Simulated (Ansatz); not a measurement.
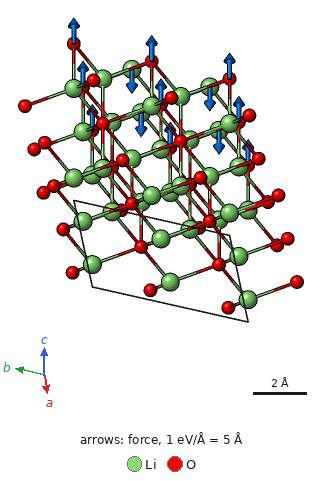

Starting geometry of a slab of composition Li2O (cut from the Fm-3m phase) with the computed forces as blue arrows. Style: ball-and-stick. Shown: the cell of the calculation, outlined in the plane, without the vacuum, from a free direction.

Case: clean slab, lower planes held. The slab is the (1 1 1) face of Li2O. 16 atoms are held fixed.

Computed with Ansatz, DFT PBE, scalar-relativistic, plane waves, PAW. (plane-wave cutoff 420 eV; k-point mesh 3 × 3 × 1; occupations gaussian; smearing width 0.05 eV; no spin polarisation; dipole correction; atoms relaxed in a fixed cell; force threshold 0.03 eV/Å; at most 70 steps)

Q: Is this structure relaxed? If not, where do the atoms go?

A: It isn't relaxed: the largest force vector, on O atoms, is 0.24 eV/Å. The final displacements follow the starting forces only in part (cosine between the two patterns 0.81). The largest moves, 0.041 Å, are those of Li atoms. Largest moves by element: Li 0.041 Å, O 0.008 Å. The cell doesn't change. Near-neighbour distances that change, for instance: Li–Li 2.313 → 2.290 Å, Li–O 2.003 → 1.987 Å, Li–O 2.003 → 2.011 Å. The energy falls by 22.0 meV per cell of the calculation in 2 geometry steps. Largest force component: 0.24 eV/Å at the start, 0.013 eV/Å at the end.
